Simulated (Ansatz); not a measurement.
## Geometry relaxation, with input and output: Si (part 1 of 2)

The run: geometry relaxation of Si (P6₃/mmc, 4 atoms in the cell). Method and program: DFT, HSE06, plane waves, PAW, no spin polarisation (Ansatz 0.2.0).

The structure was built on a prototype by a generator. The geometry comes from this level: r2SCAN.

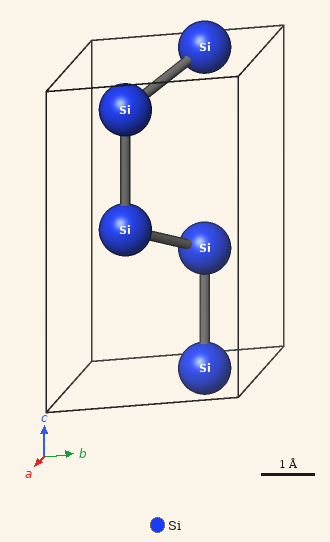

The structure as given in the input (ball-and-stick view of the cell of the calculation, seen slightly off an axis). An atom can appear more than once, as a periodic image. Near neighbours in the periodic cell (some may lie outside the picture): Si has 4 Si at 2.35 to 2.37 Å.

## Input
```yaml
crystal:
  lattice:
    - [3.8321296575, 0.0, 0.0]
    - [-1.9160648287, 3.318721634, 0.0]
    - [0.0, 0.0, 6.3412164314]
  atoms:
    - { symbol: Si, position: [0.3333333333, 0.6666666667, 0.0005609359] }
    - { symbol: Si, position: [0.6666666667, 0.3333333333, 0.5005609359] }
    - { symbol: Si, position: [0.3333333333, 0.6666666667, 0.3744390641] }
    - { symbol: Si, position: [0.6666666667, 0.3333333333, 0.8744390641] }
kpoints:
  mp_grid: { grid: [6, 6, 4] }
hamiltonian:
  xc: hse06
scf:
  occupations: { method: fermi_dirac, width: 0.02 }
relax:
  f_tol: 0.005
  cell: {}
output:
  write_density: true
  write_potential: true
  elf: true
  volumetric_format: npy
```

Hardware: 2 threads of AMD EPYC (Zen 5), 32 GiB of memory available, shared host.

Launched with:
```bash
ansatz run input.yaml --threads 2 --pin off --max-ram 2211MiB --backend cpu --events-out ev --progress --plain --runs-dir out
```

## Output
```
Engine: ansatz 0.2.0, x86_64-unknown-linux-gnu
Pseudopotentials: kind: paw
Pseudopotential: Si, paw, valence charge 4, recommended cutoff 420 eV (normal), Si.paw.azcp
Functional definition: HSE06
  parameter a = 0.25
  parameter omega = 0.11/bohr
  exchange = pbe_x - a*pbe_x_sr(omega) + a*exact_x_sr(omega)
  correlation = pbe_c
Crystal: 4 atoms, lattice volume = 80.646 Å³
Basis set: ecut = 420 eV, 1581 PW (Γ), exchange–correlation on 54×54×90 points (8 copies of the dense FFT grid, shifted against one another)
Bands: 12, of which v1, the nominal top of the filled ones, is band 8 counted from 1 (7 counted from 0)
Symmetry: 24 space group operations
Space group: P63/mmc (ITA 194), of the structure as read, at distance tolerance 4.3e-5 Å
k-points: 21 of 144
Non-local potential: Si, projectors of the file, l = 0: 2, l = 1: 2, l = 2: 2
PAW form: soft (Blöchl's): semilocal exchange-correlation on the pseudo side does not see the compensation charge
PAW frozen core: Si, regenerated for the run's functional, and the local potential with it (the file was generated under x = pbe(κ = 0.804, μ = 0.2195149727645171), c = pbe(β = 0.06672455060314922))
PAW one-centre angular grid: Si, 110 points (default); XC on 64 Gauss nodes
Initial density: superposition of atomic densities (neutral atoms: chi_scale 0, normalization atom), corrected by the library's trained network
Initial wavefunctions: pseudopotential atomic-orbital guess
Functional: x = pbe(κ = 0.804, μ = 0.2195149727645171), c = pbe(β = 0.06672455060314922), warm-up for x = pbe(κ = 0.804, μ = 0.2195149727645171) + 0.25 (exact − pbe) at short range (hse, ω = 0.20786987370883472 Å⁻¹), c = pbe(β = 0.06672455060314922); HSE06 as pw.x's `hse` composes it (authors' and Libxc's form: `xc: wpbeh`)
SCF iter   1: F=—  HF=-2543.151052 eV  |F-HF|=—  |Δ(HF+E_count)|=         —  Δρ=1.22e-3  dr2=1.01e-3  ethr=1.77e-3  ⟨swp⟩=8.8  Hψ=1390  notcnv=0
preconditioner: auto → none  [insulator: Δε(μ)=0.418 eV  Ē_g=7.876 eV  σ=0.020 eV  W_gap=1.00  n_scr=10 (ndim 8)  ℏωp=16.5 eV  f_vac=0.000  D(μ)=0.00/eV (n_scr^D=0)]
SCF iter   2: F=—  HF=-2543.152029 eV  |F-HF|=—  |Δ(HF+E_count)|=   9.77e-4  Δρ=5.20e-4  dr2=1.46e-4  ethr=6.34e-6  ⟨swp⟩=4.7  Hψ=829  notcnv=0  defer=6
iter 3 solved again at ethr=3.70e-8 eV; its pass at ethr=9.14e-7 eV (dr2=5.93e-6 eV) is discarded
SCF iter   3: F=—  HF=-2543.152275 eV  |F-HF|=—  |Δ(HF+E_count)|=   2.46e-4  Δρ=1.09e-4  dr2=6.35e-6  ethr=3.70e-8  ⟨swp⟩=3.5  Hψ=1087  notcnv=0  defer=2
SCF iter   4: F=—  HF=-2543.152293 eV  |F-HF|=—  |Δ(HF+E_count)|=   1.83e-5  Δρ=1.36e-5  dr2=2.10e-7  ethr=3.70e-8  ⟨swp⟩=3.1  Hψ=563  notcnv=0  defer=2
SCF iter   5: F=—  HF=-2543.152294 eV  |F-HF|=—  |Δ(HF+E_count)|=   4.61e-7  Δρ=3.24e-6  dr2=9.62e-9  ethr=1.31e-9  ⟨swp⟩=3.3  Hψ=581  notcnv=0  defer=2
SCF iter   6: F=—  HF=-2543.152294 eV  |F-HF|=—  |Δ(HF+E_count)|=   2.46e-8  Δρ=8.08e-7  dr2=7.70e-10  ethr=6.02e-11  ⟨swp⟩=3.9  Hψ=615  notcnv=0  defer=2
SCF iter   7: F=-2543.152294 eV  HF=-2543.152294 eV  |F-HF|=2.27e-12  |Δ(HF+E_count)|=  1.66e-10  Δρ=6.44e-8  dr2=3.16e-12  ethr=4.81e-12  ⟨swp⟩=3.2  Hψ=544  notcnv=0  defer=1
SCF 1 converged in 7 iterations: F = -2543.152294 eV  dr2 = 3.16e-12
  greatest PAW one-centre occupation: 0.632 electrons in one spin orbital (limit 2), on the Si atom at site 3 (counted from 0), in its partial waves of l = 0
Initial density: handed on by an earlier stage of this run
Initial wavefunctions: those handed on with the density
Functional: x = pbe(κ = 0.804, μ = 0.2195149727645171) + 0.25 (exact − pbe) at short range (hse, ω = 0.20786987370883472 Å⁻¹), c = pbe(β = 0.06672455060314922); HSE06 as pw.x's `hse` composes it (authors' and Libxc's form: `xc: wpbeh`)
Exchange kernel: α = 0.2500, screened, ω = 0.2079 Å⁻¹, Wigner–Seitz truncation, v(0) = 1046.6299 eV·Å³, q-mesh 6×6×4, nearest image of the exchange supercell L = 22.99 Å, pair-density grid 15×15×24, without the augmentation charges, whose exchange is taken in its separable form by FFT convolution over the k-point mesh (sized by the pseudopotential files, 24×24×45 at the most), smooth part of the exact exchange by density-matrix convolution
Frozen-core exchange: fock
iter 1 solved again at ethr=2.75e-5 eV; its pass at ethr=1.00e-1 eV (dr2=4.39e-3 eV) is discarded
SCF iter   1: F=—  HF=-2545.100890 eV  |F-HF|=—  |Δ(HF+E_count)|=         —  Δρ=3.00e-3  dr2=5.57e-3  ethr=2.75e-5  ⟨swp⟩=5.1  Hψ=1489  notcnv=0
preconditioner: auto → none  [insulator: Δε(μ)=0.926 eV  Ē_g=9.109 eV  σ=0.020 eV  W_gap=1.00  n_scr=10 (ndim 8)  ℏωp=16.5 eV  f_vac=0.000  D(μ)=0.00/eV (n_scr^D=0)]
SCF iter   2: F=—  HF=-2545.098700 eV  |F-HF|=—  |Δ(HF+E_count)|=   2.19e-3  Δρ=1.39e-3  dr2=1.67e-3  ethr=2.75e-5  ⟨swp⟩=2.0  Hψ=470  notcnv=0
SCF iter   3: F=—  HF=-2545.104431 eV  |F-HF|=—  |Δ(HF+E_count)|=   5.73e-3  Δρ=4.88e-4  dr2=1.62e-4  ethr=6.49e-6  ⟨swp⟩=3.9  Hψ=662  notcnv=0
SCF iter   4: F=—  HF=-2545.104384 eV  |F-HF|=—  |Δ(HF+E_count)|=   4.73e-5  Δρ=4.92e-5  dr2=1.92e-5  ethr=8.75e-7  ⟨swp⟩=2.7  Hψ=447  notcnv=0
SCF iter   5: F=—  HF=-2545.104553 eV  |F-HF|=—  |Δ(HF+E_count)|=   1.68e-4  Δρ=9.36e-5  dr2=7.01e-6  ethr=7.09e-9  ⟨swp⟩=4.9  Hψ=808  notcnv=0
SCF iter   6: F=-2545.104550 eV  HF=-2545.104550 eV  |F-HF|=1.11e-7  |Δ(HF+E_count)|=   2.62e-6  Δρ=3.71e-6  dr2=3.26e-7  ethr=7.09e-9  ⟨swp⟩=3.0  Hψ=595  notcnv=0
SCF 2 stopped early in 6 iterations: F = -2545.104550 eV  dr2 = 3.26e-7
  Residual-converged pass: ⟨swp⟩=3.9  Hψ=634  notcnv=0  max |occ|·‖R‖ = 6.7e-6 eV (tolerance 6.7e-6 eV)  dr2=3.26e-7  dr2_onsite=4.99e-10  max |Δocc| = 8.9e-16
  greatest PAW one-centre occupation: 0.637 electrons in one spin orbital (limit 2), on the Si atom at site 3 (counted from 0), in its partial waves of l = 0
hybrid outer 1: dexx = +7.578e-3 eV, tail = 4.61e-6 eV
Exchange kernel: α = 0.2500, screened, ω = 0.2079 Å⁻¹, Wigner–Seitz truncation, v(0) = 1046.6299 eV·Å³, q-mesh 6×6×4, nearest image of the exchange supercell L = 22.99 Å, pair-density grid 15×15×24, without the augmentation charges, whose exchange is taken in its separable form by FFT convolution over the k-point mesh (sized by the pseudopotential files, 24×24×45 at the most), smooth part of the exact exchange by density-matrix convolution
Frozen-core exchange: fock
SCF iter   1: F=—  HF=-2545.104508 eV  |F-HF|=—  |Δ(HF+E_count)|=         —  Δρ=1.65e-5  dr2=1.80e-7  ethr=1.44e-7  ⟨swp⟩=5.9  Hψ=762  notcnv=0
preconditioner: auto → none  [insulator: Δε(μ)=0.972 eV  Ē_g=9.125 eV  σ=0.020 eV  W_gap=1.00  n_scr=10 (ndim 8)  ℏωp=16.5 eV  f_vac=0.000  D(μ)=0.00/eV (n_scr^D=0)]
SCF iter   2: F=—  HF=-2545.104508 eV  |F-HF|=—  |Δ(HF+E_count)|=   9.27e-8  Δρ=6.63e-6  dr2=1.31e-8  ethr=1.01e-9  ⟨swp⟩=3.8  Hψ=619  notcnv=0
SCF iter   3: F=—  HF=-2545.104508 eV  |F-HF|=—  |Δ(HF+E_count)|=   5.79e-9  Δρ=2.79e-6  dr2=1.73e-9  ethr=7.86e-11  ⟨swp⟩=2.9  Hψ=466  notcnv=0
SCF iter   4: F=—  HF=-2545.104508 eV  |F-HF|=—  |Δ(HF+E_count)|=  4.15e-10  Δρ=1.26e-6  dr2=4.53e-10  ethr=1.01e-11  ⟨swp⟩=2.9  Hψ=460  notcnv=0
SCF iter   5: F=-2545.104508 eV  HF=-2545.104508 eV  |F-HF|=1.36e-12  |Δ(HF+E_count)|=  1.19e-10  Δρ=4.78e-8  dr2=1.34e-11  ethr=2.17e-12  ⟨swp⟩=2.4  Hψ=434  notcnv=0
SCF 3 converged in 5 iterations: F = -2545.104508 eV  dr2 = 1.34e-11
  Residual-converged pass: ⟨swp⟩=4.0  Hψ=658  notcnv=0  max |occ|·‖R‖ = 1.3e-7 eV (tolerance 1.3e-7 eV)  dr2=1.38e-11  dr2_onsite=5.35e-14  max |Δocc| = 1.2e-18
hybrid outer 2: dexx = +1.659e-7 eV, tail = 9.37e-10 eV, Δε = 6.14e-4 eV (about 9.70e-6 eV left of the loop's levels), ΔF = 6.60e-5 eV/Å (tail 1.42e-5)
Exchange kernel: α = 0.2500, screened, ω = 0.2079 Å⁻¹, Wigner–Seitz truncation, v(0) = 1046.6299 eV·Å³, q-mesh 6×6×4, nearest image of the exchange supercell L = 22.99 Å, pair-density grid 15×15×24, without the augmentation charges, whose exchange is taken in its separable form by FFT convolution over the k-point mesh (sized by the pseudopotential files, 24×24×45 at the most), smooth part of the exact exchange by density-matrix convolution
Frozen-core exchange: fock
SCF iter   1: F=—  HF=-2545.104508 eV  |F-HF|=—  |Δ(HF+E_count)|=         —  Δρ=3.09e-7  dr2=2.70e-11  ethr=2.93e-11  ⟨swp⟩=8.0  Hψ=986  notcnv=0
SCF iter   2: F=-2545.104508 eV  HF=-2545.104508 eV  |F-HF|=4.55e-13  |Δ(HF+E_count)|=  5.91e-12  Δρ=3.80e-8  dr2=1.34e-12  ethr=1.00e-12  ⟨swp⟩=2.1  Hψ=424  notcnv=0
SCF 4 converged in 2 iterations: F = -2545.104508 eV  dr2 = 1.34e-12
  Residual-converged pass: ⟨swp⟩=3.1  Hψ=590  notcnv=0  max |occ|·‖R‖ = 1.2e-7 eV (tolerance 1.3e-7 eV)  dr2=1.37e-12  dr2_onsite=5.60e-15  max |Δocc| = 2.8e-22
  greatest PAW one-centre occupation: 0.637 electrons in one spin orbital (limit 2), on the Si atom at site 2 (counted from 0), in its partial waves of l = 0
hybrid outer 3: dexx = +1.946e-11 eV, tail = 3.04e-12 eV, Δε = 6.48e-6 eV (about 3.71e-7 eV left of the loop's levels), ΔF = 1.24e-6 eV/Å (tail 3.34e-7)
relax step   1: F+E_penalty+E_count = -2545.10450836 eV  Δ(F+E_penalty+E_count) = +0.000e0 eV  max|allowed force component| = 1.861e-2 eV/Å  Δτ_max = 0.0000 Å  P = -0.205 GPa  Ω = 80.646 Å³  (20 SCF iters, accepted)
Crystal: 4 atoms, lattice volume = 80.512 Å³
Exchange kernel: α = 0.2500, screened, ω = 0.2079 Å⁻¹, Wigner–Seitz truncation, v(0) = 1046.6323 eV·Å³, q-mesh 6×6×4, nearest image of the exchange supercell L = 23.02 Å, pair-density grid 15×15×24, without the augmentation charges, whose exchange is taken in its separable form by FFT convolution over the k-point mesh (sized by the pseudopotential files, 24×24×45 at the most), smooth part of the exact exchange by density-matrix convolution
Frozen-core exchange: fock
iter 1 solved again at ethr=1.65e-6 eV; its pass at ethr=1.00e-1 eV (dr2=2.64e-4 eV) is discarded
SCF iter   1: F=—  HF=-2545.104564 eV  |F-HF|=—  |Δ(HF+E_count)|=         —  Δρ=3.87e-4  dr2=1.84e-4  ethr=1.65e-6  ⟨swp⟩=5.4  Hψ=1408  notcnv=0
preconditioner: auto → none  [insulator: Δε(μ)=0.961 eV  Ē_g=9.132 eV  σ=0.020 eV  W_gap=1.00  n_scr=10 (ndim 8)  ℏωp=16.6 eV  f_vac=0.000  D(μ)=0.00/eV (n_scr^D=0)]
iter 2 solved again at ethr=1.00e-7 eV; its pass at ethr=1.05e-6 eV (dr2=1.61e-5 eV) is discarded
SCF iter   2: F=—  HF=-2545.104497 eV  |F-HF|=—  |Δ(HF+E_count)|=   6.68e-5  Δρ=1.41e-4  dr2=3.47e-5  ethr=1.00e-7  ⟨swp⟩=2.0  Hψ=858  notcnv=0
SCF iter   3: F=—  HF=-2545.104687 eV  |F-HF|=—  |Δ(HF+E_count)|=   1.90e-4  Δρ=8.30e-5  dr2=7.95e-6  ethr=9.97e-8  ⟨swp⟩=4.3  Hψ=703  notcnv=0
SCF iter   4: F=—  HF=-2545.104684 eV  |F-HF|=—  |Δ(HF+E_count)|=   3.11e-6  Δρ=2.33e-5  dr2=9.86e-7  ethr=4.71e-8  ⟨swp⟩=2.0  Hψ=429  notcnv=0
SCF iter   5: F=—  HF=-2545.104687 eV  |F-HF|=—  |Δ(HF+E_count)|=   3.69e-6  Δρ=1.32e-5  dr2=2.38e-7  ethr=2.95e-9  ⟨swp⟩=3.9  Hψ=650  notcnv=0
SCF iter   6: F=-2545.104687 eV  HF=-2545.104687 eV  |F-HF|=9.51e-10  |Δ(HF+E_count)|=   9.54e-8  Δρ=5.32e-7  dr2=2.13e-8  ethr=1.35e-9  ⟨swp⟩=2.6  Hψ=443  notcnv=0
SCF 5 stopped early in 6 iterations: F = -2545.104687 eV  dr2 = 2.13e-8
  Residual-converged pass: ⟨swp⟩=3.3  Hψ=594  notcnv=0  max |occ|·‖R‖ = 5.9e-6 eV (tolerance 6.2e-6 eV)  dr2=2.15e-8  dr2_onsite=4.22e-11  max |Δocc| = 9.6e-17
hybrid outer 1: dexx = +2.232e-4 eV, tail = 1.60e-7 eV
Exchange kernel: α = 0.2500, screened, ω = 0.2079 Å⁻¹, Wigner–Seitz truncation, v(0) = 1046.6323 eV·Å³, q-mesh 6×6×4, nearest image of the exchange supercell L = 23.02 Å, pair-density grid 15×15×24, without the augmentation charges, whose exchange is taken in its separable form by FFT convolution over the k-point mesh (sized by the pseudopotential files, 24×24×45 at the most), smooth part of the exact exchange by density-matrix convolution
Frozen-core exchange: fock
SCF iter   1: F=—  HF=-2545.104690 eV  |F-HF|=—  |Δ(HF+E_count)|=         —  Δρ=2.37e-6  dr2=2.36e-9  ethr=5.01e-9  ⟨swp⟩=7.3  Hψ=926  notcnv=0
preconditioner: auto → none  [insulator: Δε(μ)=0.959 eV  Ē_g=9.132 eV  σ=0.020 eV  W_gap=1.00  n_scr=10 (ndim 8)  ℏωp=16.6 eV  f_vac=0.000  D(μ)=0.00/eV (n_scr^D=0)]
SCF iter   2: F=—  HF=-2545.104690 eV  |F-HF|=—  |Δ(HF+E_count)|=   1.74e-9  Δρ=1.04e-6  dr2=3.00e-10  ethr=1.38e-11  ⟨swp⟩=3.2  Hψ=575  notcnv=0
SCF iter   3: F=—  HF=-2545.104690 eV  |F-HF|=—  |Δ(HF+E_count)|=  1.36e-10  Δρ=5.29e-7  dr2=5.87e-11  ethr=1.58e-12  ⟨swp⟩=2.2  Hψ=427  notcnv=0
SCF iter   4: F=-2545.104690 eV  HF=-2545.104690 eV  |F-HF|=4.55e-13  |Δ(HF+E_count)|=  5.73e-11  Δρ=2.42e-8  dr2=2.03e-12  ethr=1.00e-12  ⟨swp⟩=2.0  Hψ=420  notcnv=0
SCF 6 converged in 4 iterations: F = -2545.104690 eV  dr2 = 2.03e-12
  Residual-converged pass: ⟨swp⟩=3.6  Hψ=610  notcnv=0  max |occ|·‖R‖ = 1.3e-7 eV (tolerance 1.3e-7 eV)  dr2=2.27e-12  dr2_onsite=2.70e-14  max |Δocc| = 3.1e-19
hybrid outer 2: dexx = +2.266e-9 eV, tail = 3.42e-11 eV, Δε = 4.54e-5 eV (about 6.53e-7 eV left of the loop's levels), ΔF = 4.14e-4 eV/Å (tail 2.90e-5)
relax step   2: F+E_penalty+E_count = -2545.10469045 eV  Δ(F+E_penalty+E_count) = -1.821e-4 eV  max|allowed force component| = 2.169e-2 eV/Å  Δτ_max = 0.0032 Å  P = -0.029 GPa  Ω = 80.512 Å³  energy of the carried Pulay correction = +1.973e-5 eV  (10 SCF iters, accepted)
Crystal: 4 atoms, lattice volume = 80.500 Å³
Exchange kernel: α = 0.2500, screened, ω = 0.2079 Å⁻¹, Wigner–Seitz truncation, v(0) = 1046.6300 eV·Å³, q-mesh 6×6×4, nearest image of the exchange supercell L = 23.00 Å, pair-density grid 15×15×24, without the augmentation charges, whose exchange is taken in its separable form by FFT convolution over the k-point mesh (sized by the pseudopotential files, 24×24×45 at the most), smooth part of the exact exchange by density-matrix convolution
Frozen-core exchange: fock
iter 1 solved again at ethr=4.81e-7 eV; its pass at ethr=1.00e-1 eV (dr2=7.70e-5 eV) is discarded
```
